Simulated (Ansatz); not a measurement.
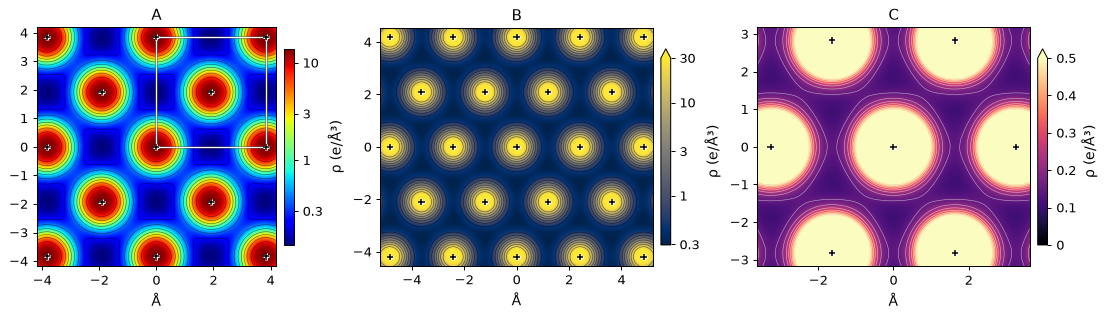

The valence electron density of 3 systems, each on a plane through atoms (crosses mark nuclei in the plane).

Theory: Ansatz, DFT LDA, scalar-relativistic, plane waves, PAW.

System 1: In, the (111) plane of the conventional cell. Space group Fm-3m; a structure from a database of computed crystals, not necessarily the ambient phase; computed without spin polarisation.

```cif
data_structure
_symmetry_space_group_name_H-M 'P 1'
_symmetry_Int_Tables_number 1
_cell_length_a 4.6188
_cell_length_b 4.6188
_cell_length_c 4.6193
_cell_angle_alpha 90.000
_cell_angle_beta 90.000
_cell_angle_gamma 90.000
_cell_volume 98.54
loop_
_atom_site_label
_atom_site_type_symbol
_atom_site_fract_x
_atom_site_fract_y
_atom_site_fract_z
_atom_site_occupancy
In1 In 0.00000 0.00000 0.00000 1
In2 In 0.50000 0.00000 0.50000 1
In3 In 0.50000 0.50000 0.00000 1
In4 In 0.00000 0.50000 0.50000 1
```

System 2: Ni, the (111) plane of the conventional cell. Space group Fm-3m; a structure from a database of computed crystals, not necessarily the ambient phase; spin-polarised.

```
Ni
1.0
     3.42407    0.00000    0.00000
     0.00000    3.42407    0.00000
     0.00000    0.00000    3.42407
Ni
4
Direct
  0.00000 0.00000 0.00000
  0.50000 0.50000 0.00000
  0.50000 0.00000 0.50000
  0.00000 0.50000 0.50000
```

System 3: Pd, the (010) plane of the conventional cell. Space group Fm-3m; a structure from a database of computed crystals, not necessarily the ambient phase.

> Which map belongs to which system?

Panel A is system 3, Pd: the plane holds Pd. Pd–Pd (2.71 Å): the density is about 0.32 e/Å³ at the midpoint. Panel B is system 2, Ni: the plane holds Ni. Ni–Ni (2.42 Å): ρ at the midpoint is about 0.37 e/Å³. Panel C is system 1, In: the plane holds In. In–In (3.27 Å): ρ is about 0.14 e/Å³ halfway.
